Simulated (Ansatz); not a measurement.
**Run report: Ta$_{3}$Si, geometry relaxation (part 1 of 3)**

- system: Ta$_{3}$Si (slab, 16 atoms in the cell)
- method: DFT PBEsol, scalar-relativistic, plane waves, PAW, no spin polarisation (Ansatz 0.2.0)

The structure derives from a Materials Project entry. The input holds or restrains some coordinates. Forces given for the steps count only the free coordinates. It belongs to a series of runs on one base structure; here: clean slab, lower half held. Figures and captions count atoms from 1; the log counts them from 0 in places.

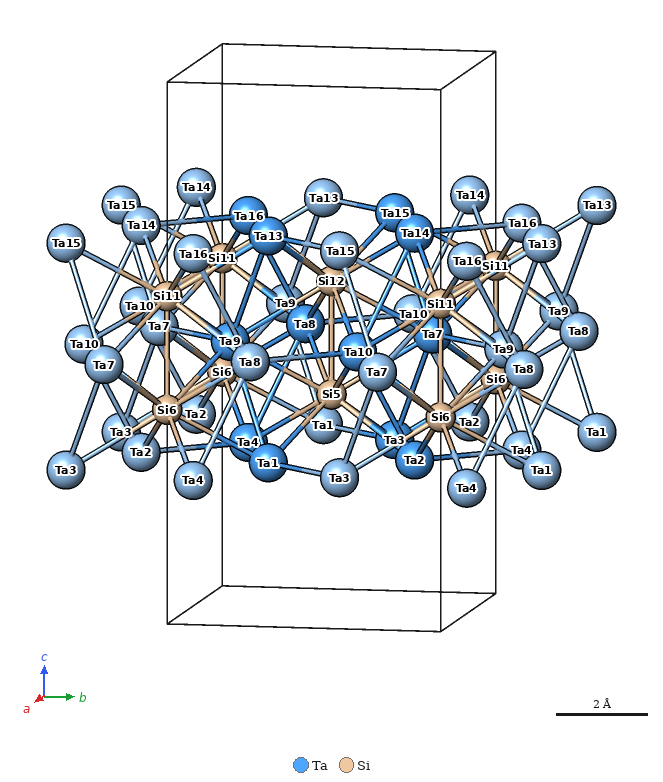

The input geometry (ball-and-stick view of the cell of the calculation, with the vacuum cut short, seen slightly off an axis; neighbours outside the cell are drawn fainter; atoms are numbered from 1 in the order of the input). An atom can appear more than once, as a periodic image. Near neighbours in the periodic cell (some may lie outside the picture): Ta has 2 Si at 2.62 Å and 2 Ta at 2.83 to 2.94 Å; Si has 1 Si at 2.52 Å and 8 Ta at 2.62 Å; Ta has 4 Si at 2.62 Å and 3 Ta at 2.83 to 2.94 Å.

Input file
```yaml
crystal:
  lattice:
    - [6.1367534383, 0.0, 0.0]
    - [0.0, 6.1367534383, 0.0]
    - [0.0, 0.0, 22.0397987241]
  atoms:
    - { symbol: Ta, position: [0.8369338061, 0.3369338061, 0.385665954] }
    - { symbol: Ta, position: [0.6630661939, 0.8369338061, 0.385665954] }
    - { symbol: Ta, position: [0.1630661939, 0.6630661939, 0.385665954] }
    - { symbol: Ta, position: [0.3369338061, 0.1630661939, 0.385665954] }
    - { symbol: Si, position: [0.5, 0.5, 0.442832977] }
    - { symbol: Si, position: [0.0, 0.0, 0.442832977] }
    - { symbol: Ta, position: [0.3369338061, 0.8369338061, 0.5] }
    - { symbol: Ta, position: [0.1630661939, 0.3369338061, 0.5] }
    - { symbol: Ta, position: [0.6630661939, 0.1630661939, 0.5] }
    - { symbol: Ta, position: [0.8369338061, 0.6630661939, 0.5] }
    - { symbol: Si, position: [0.0, 0.0, 0.557167023] }
    - { symbol: Si, position: [0.5, 0.5, 0.557167023] }
    - { symbol: Ta, position: [0.8369338061, 0.3369338061, 0.614334046] }
    - { symbol: Ta, position: [0.6630661939, 0.8369338061, 0.614334046] }
    - { symbol: Ta, position: [0.1630661939, 0.6630661939, 0.614334046] }
    - { symbol: Ta, position: [0.3369338061, 0.1630661939, 0.614334046] }
basis:
  ecutwfc: 420
kpoints:
  mp_grid: { grid: [5, 5, 1] }
hamiltonian:
  xc: pbesol
scf:
  occupations: { method: gaussian, width: 0.1 }
output:
  forces: true
  eigenvalues: true
  write_density: true
  write_potential: true
  elf: true
  volumetric_format: npy
relax:
  adjacent_minimum: "off"
  f_tol: 0.03
  max_steps: 70
  constraints: [{ sites: [0, 1, 2, 3, 4, 5] }]
efield:
  axis: 3
  dipole_correction: true
  ramp_width: 0.04
```

Hardware: 2 threads of Intel Xeon @ 2.90GHz (Ice Lake), 192 GiB of memory available, shared host.

Launch command:
```bash
ansatz run input.yaml --threads 2 --pin off --max-ram 5120MiB --backend cpu --events-out ev --progress --plain --runs-dir out
```

Output
```
Engine: ansatz 0.2.0, x86_64-unknown-linux-gnu
Pseudopotentials: kind: paw
Pseudopotential: Ta, paw, valence charge 13, recommended cutoff 420 eV (normal), Ta.paw.azcp
Pseudopotential: Si, paw, valence charge 4, recommended cutoff 420 eV (normal), Si.paw.azcp
Functional definition: PBEsol
  exchange = pbesol_x
  correlation = pbesol_c
Crystal: 16 atoms, lattice volume = 830.013 Å³
Basis set: ecut = 420 eV, 16229 PW (Γ), exchange–correlation on 90×90×300 points (8 copies of the dense FFT grid, shifted against one another)
Bands: 104, of which v1, the nominal top of the filled ones, is band 86 counted from 1 (85 counted from 0)
Symmetry: 8 space group operations
k-points: 6 of 25
Non-local potential: Ta, projectors of the file, l = 0: 3, l = 1: 2, l = 2: 2, l = 3: 1
Non-local potential: Si, projectors of the file, l = 0: 2, l = 1: 2, l = 2: 2
PAW form: soft (Blöchl's): semilocal exchange-correlation on the pseudo side does not see the compensation charge
PAW frozen core: Ta, regenerated for the run's functional, and the local potential with it (the file was generated under x = pbe(κ = 0.804, μ = 0.2195149727645171), c = pbe(β = 0.06672455060314922))
PAW frozen core: Si, regenerated for the run's functional, and the local potential with it (the file was generated under x = pbe(κ = 0.804, μ = 0.2195149727645171), c = pbe(β = 0.06672455060314922))
PAW one-centre angular grid: Ta, 590 points (default); XC on 64 Gauss nodes
PAW one-centre angular grid: Si, 110 points (default); XC on 64 Gauss nodes
Initial density: superposition of atomic densities (neutral atoms: chi_scale 0, normalization atom), corrected by the library's trained network
Initial wavefunctions: pseudopotential atomic-orbital guess
Functional: x = pbesol(κ = 0.804, μ = 0.12345679012345678), c = pbesol(β = 0.046)
SCF iter   1: F=—  HF=-120156.712379 eV  |F-HF|=—  |Δ(HF+E_count)|=         —  Δρ=3.34e-3  dr2=1.44e-1  ethr=1.77e-3  p=0.000 e·Å  D=1.30e-13 V/Å  ΔV_dip=-0.00 eV  dr2_dipole=5.44e-7  V_vac-E_F(+/−)=4.45/4.45 eV  ⟨swp⟩=9.5  Hψ=3226  notcnv=0
efield: sawtooth ramp at fractional position 0.9800 (placed from the atoms, in the widest stretch of the axis that holds none; the zero of the levels goes with the place), width 0.0400; the density the first Hamiltonian is built on has a dipole p = 0.000 e·Å; the dipole correction subtracts the counter field D = 1.30e-13 V/Å, which shifts the + side's vacuum level by -0.00 eV against the − side's; the planar-averaged density in the ramp window peaks in size at 8.4e-6 e/Å³
preconditioner: auto → LDOS  [metal: Δε(μ)=0.038 eV  Ē_g=4.253 eV  σ=0.100 eV  W_gap=0.20  n_scr=122 (ndim 8)  ℏωp=11.2 eV  f_vac=0.570  D(μ)=11.24/eV (n_scr^D=66)  β→1.0]
SCF iter   2: F=—  HF=-120156.708609 eV  |F-HF|=—  |Δ(HF+E_count)|=   3.77e-3  Δρ=1.19e-3  dr2=1.98e-2  ethr=8.38e-5  p=0.000 e·Å  D=1.41e-5 V/Å  ΔV_dip=-0.00 eV  dr2_dipole=1.59e-6  V_vac-E_F(+/−)=4.61/4.61 eV  ⟨swp⟩=2.2  Hψ=982  notcnv=0  defer=11
SCF iter   3: F=—  HF=-120156.706016 eV  |F-HF|=—  |Δ(HF+E_count)|=   2.59e-3  Δρ=4.73e-4  dr2=5.30e-3  ethr=1.15e-5  p=0.000 e·Å  D=3.13e-6 V/Å  ΔV_dip=-0.00 eV  dr2_dipole=3.37e-10  V_vac-E_F(+/−)=4.61/4.61 eV  ⟨swp⟩=2.8  Hψ=1320  notcnv=0  defer=11
SCF iter   4: F=—  HF=-120156.704827 eV  |F-HF|=—  |Δ(HF+E_count)|=   1.19e-3  Δρ=1.30e-4  dr2=5.74e-4  ethr=3.08e-6  p=0.000 e·Å  D=2.35e-7 V/Å  ΔV_dip=-0.00 eV  dr2_dipole=1.13e-8  V_vac-E_F(+/−)=4.63/4.63 eV  ⟨swp⟩=2.3  Hψ=889  notcnv=0  defer=11
SCF iter   5: F=—  HF=-120156.704793 eV  |F-HF|=—  |Δ(HF+E_count)|=   3.38e-5  Δρ=3.41e-5  dr2=3.21e-5  ethr=3.34e-7  p=0.000 e·Å  D=1.56e-7 V/Å  ΔV_dip=-0.00 eV  dr2_dipole=3.04e-10  V_vac-E_F(+/−)=4.64/4.64 eV  ⟨swp⟩=2.5  Hψ=977  notcnv=0  defer=13
SCF iter   6: F=-120156.704792 eV  HF=-120156.704795 eV  |F-HF|=2.81e-6  |Δ(HF+E_count)|=   1.46e-6  Δρ=1.21e-5  dr2=5.43e-6  ethr=1.31e-8  p=0.000 e·Å  D=1.33e-7 V/Å  ΔV_dip=-0.00 eV  dr2_dipole=2.40e-11  V_vac-E_F(+/−)=4.64/4.64 eV  ⟨swp⟩=23.5  Hψ=7327  notcnv=0
SCF 1 converged in 6 iterations: F = -120156.704792 eV  dr2 = 5.43e-6
  Residual-converged pass: ⟨swp⟩=1.0  Hψ=648  notcnv=0  max |occ|·‖R‖ = 7.0e-9 eV (tolerance 1.0e-8 eV)  dr2=5.43e-6  dr2_onsite=1.87e-8  max |Δocc| = 3.2e-11
  greatest PAW one-centre occupation: 1.000 electrons in one spin orbital (limit 2), on the Ta atom at site 9 (counted from 0), in its partial waves of l = 0
relax step   1: F+E_penalty+E_count = -120156.70479179 eV  Δ(F+E_penalty+E_count) = +0.000e0 eV  max|allowed force component| = 9.317e-1 eV/Å  Δτ_max = 0.0000 Å  (6 SCF iters, dr2 threshold 2.25e-5 eV, accepted)
Initial density: handed on by an earlier stage of this run
Initial wavefunctions: those handed on with the density
iter 1 solved again at ethr=7.41e-4 eV; its pass at ethr=3.10e-3 eV (dr2=1.27e0 eV) is discarded
SCF iter   1: F=—  HF=-120157.109404 eV  |F-HF|=—  |Δ(HF+E_count)|=         —  Δρ=7.63e-3  dr2=1.25e0  ethr=7.41e-4  p=-0.000 e·Å  D=-1.69e-6 V/Å  ΔV_dip=0.00 eV  dr2_dipole=9.71e-3  V_vac-E_F(+/−)=4.69/4.69 eV  ⟨swp⟩=2.0  Hψ=2365  notcnv=0  defer=40
efield: sawtooth ramp at fractional position 0.9800 (handed on by an earlier solve), width 0.0400; the density the first Hamiltonian is built on has a dipole p = -0.000 e·Å; the dipole correction subtracts the counter field D = -1.69e-6 V/Å, which shifts the + side's vacuum level by +0.00 eV against the − side's; the planar-averaged density in the ramp window peaks in size at 3.1e-6 e/Å³
preconditioner: auto → LDOS  [metal: Δε(μ)=0.001 eV  Ē_g=4.410 eV  σ=0.100 eV  W_gap=0.01  n_scr=122 (ndim 8)  ℏωp=11.2 eV  f_vac=0.579  D(μ)=14.15/eV (n_scr^D=84)  β→1.0]
SCF iter   2: F=—  HF=-120157.044587 eV  |F-HF|=—  |Δ(HF+E_count)|=   6.48e-2  Δρ=3.94e-3  dr2=6.11e-1  ethr=7.26e-4  p=0.057 e·Å  D=1.25e-2 V/Å  ΔV_dip=-0.27 eV  dr2_dipole=1.72e-3  V_vac-E_F(+/−)=4.39/4.67 eV  ⟨swp⟩=3.3  Hψ=1106  notcnv=0  defer=40
SCF iter   3: F=—  HF=-120156.963438 eV  |F-HF|=—  |Δ(HF+E_count)|=   8.11e-2  Δρ=8.03e-4  dr2=1.29e-2  ethr=3.55e-4  p=0.029 e·Å  D=6.38e-3 V/Å  ΔV_dip=-0.14 eV  dr2_dipole=2.22e-5  V_vac-E_F(+/−)=4.54/4.68 eV  ⟨swp⟩=2.3  Hψ=1010  notcnv=0  defer=42
SCF iter   4: F=—  HF=-120156.962396 eV  |F-HF|=—  |Δ(HF+E_count)|=   1.04e-3  Δρ=2.32e-4  dr2=9.26e-4  ethr=7.52e-6  p=0.029 e·Å  D=6.23e-3 V/Å  ΔV_dip=-0.14 eV  dr2_dipole=1.82e-4  V_vac-E_F(+/−)=4.55/4.69 eV  ⟨swp⟩=3.0  Hψ=1248  notcnv=0  defer=38
SCF iter   5: F=—  HF=-120156.962650 eV  |F-HF|=—  |Δ(HF+E_count)|=   2.54e-4  Δρ=7.42e-5  dr2=1.13e-4  ethr=5.38e-7  p=0.026 e·Å  D=5.74e-3 V/Å  ΔV_dip=-0.13 eV  dr2_dipole=4.43e-6  V_vac-E_F(+/−)=4.56/4.68 eV  ⟨swp⟩=2.2  Hψ=964  notcnv=0  defer=38
SCF iter   6: F=-120156.962698 eV  HF=-120156.962704 eV  |F-HF|=6.43e-6  |Δ(HF+E_count)|=   5.41e-5  Δρ=2.82e-5  dr2=1.50e-5  ethr=3.15e-8  p=0.025 e·Å  D=5.55e-3 V/Å  ΔV_dip=-0.12 eV  dr2_dipole=3.05e-7  V_vac-E_F(+/−)=4.56/4.69 eV  ⟨swp⟩=26.2  Hψ=7543  notcnv=0
SCF 2 converged in 6 iterations: F = -120156.962698 eV  dr2 = 1.50e-5
relax step   2: F+E_penalty+E_count = -120156.96269780 eV  Δ(F+E_penalty+E_count) = -2.579e-1 eV  max|allowed force component| = 6.450e-1 eV/Å  Δτ_max = 0.1949 Å  (6 SCF iters, dr2 threshold 5.43e-5 eV, accepted)
SCF iter   1: F=—  HF=-120157.063306 eV  |F-HF|=—  |Δ(HF+E_count)|=         —  Δρ=2.23e-3  dr2=3.51e-1  ethr=4.17e-4  p=0.025 e·Å  D=5.55e-3 V/Å  ΔV_dip=-0.12 eV  dr2_dipole=7.56e-2  V_vac-E_F(+/−)=4.55/4.67 eV  ⟨swp⟩=4.0  Hψ=1132  notcnv=0  defer=40
efield: sawtooth ramp at fractional position 0.9800 (handed on by an earlier solve), width 0.0400; the density the first Hamiltonian is built on has a dipole p = 0.025 e·Å; the dipole correction subtracts the counter field D = 5.55e-3 V/Å, which shifts the + side's vacuum level by -0.12 eV against the − side's; the planar-averaged density in the ramp window peaks in size at 3.8e-6 e/Å³
preconditioner: auto → LDOS  [metal: Δε(μ)=0.023 eV  Ē_g=4.362 eV  σ=0.100 eV  W_gap=0.13  n_scr=122 (ndim 8)  ℏωp=11.2 eV  f_vac=0.577  D(μ)=12.47/eV (n_scr^D=66)  β→1.0]
SCF iter   2: F=—  HF=-120157.052439 eV  |F-HF|=—  |Δ(HF+E_count)|=   1.09e-2  Δρ=1.24e-3  dr2=5.72e-2  ethr=2.04e-4  p=0.014 e·Å  D=2.98e-3 V/Å  ΔV_dip=-0.07 eV  dr2_dipole=6.07e-4  V_vac-E_F(+/−)=4.60/4.66 eV  ⟨swp⟩=2.0  Hψ=928  notcnv=0  defer=40
SCF iter   3: F=—  HF=-120157.044094 eV  |F-HF|=—  |Δ(HF+E_count)|=   8.35e-3  Δρ=3.98e-4  dr2=5.88e-3  ethr=3.33e-5  p=0.021 e·Å  D=4.50e-3 V/Å  ΔV_dip=-0.10 eV  dr2_dipole=1.18e-8  V_vac-E_F(+/−)=4.57/4.67 eV  ⟨swp⟩=3.0  Hψ=1081  notcnv=0  defer=40
SCF iter   4: F=—  HF=-120157.042668 eV  |F-HF|=—  |Δ(HF+E_count)|=   1.43e-3  Δρ=8.00e-5  dr2=1.29e-4  ethr=3.42e-6  p=0.018 e·Å  D=3.88e-3 V/Å  ΔV_dip=-0.09 eV  dr2_dipole=2.43e-8  V_vac-E_F(+/−)=4.58/4.66 eV  ⟨swp⟩=3.2  Hψ=990  notcnv=0  defer=40
SCF iter   5: F=-120157.042663 eV  HF=-120157.042668 eV  |F-HF|=5.35e-6  |Δ(HF+E_count)|=   2.21e-7  Δρ=2.09e-5  dr2=8.76e-6  ethr=1.51e-8  p=0.017 e·Å  D=3.64e-3 V/Å  ΔV_dip=-0.08 eV  dr2_dipole=1.38e-7  V_vac-E_F(+/−)=4.58/4.66 eV  ⟨swp⟩=23.7  Hψ=7600  notcnv=0
SCF 3 converged in 5 iterations: F = -120157.042663 eV  dr2 = 8.76e-6
relax step   3: F+E_penalty+E_count = -120157.04266308 eV  Δ(F+E_penalty+E_count) = -7.997e-2 eV  max|allowed force component| = 1.358e-1 eV/Å  Δτ_max = 0.0378 Å  (5 SCF iters, dr2 threshold 2.60e-5 eV, accepted)
```
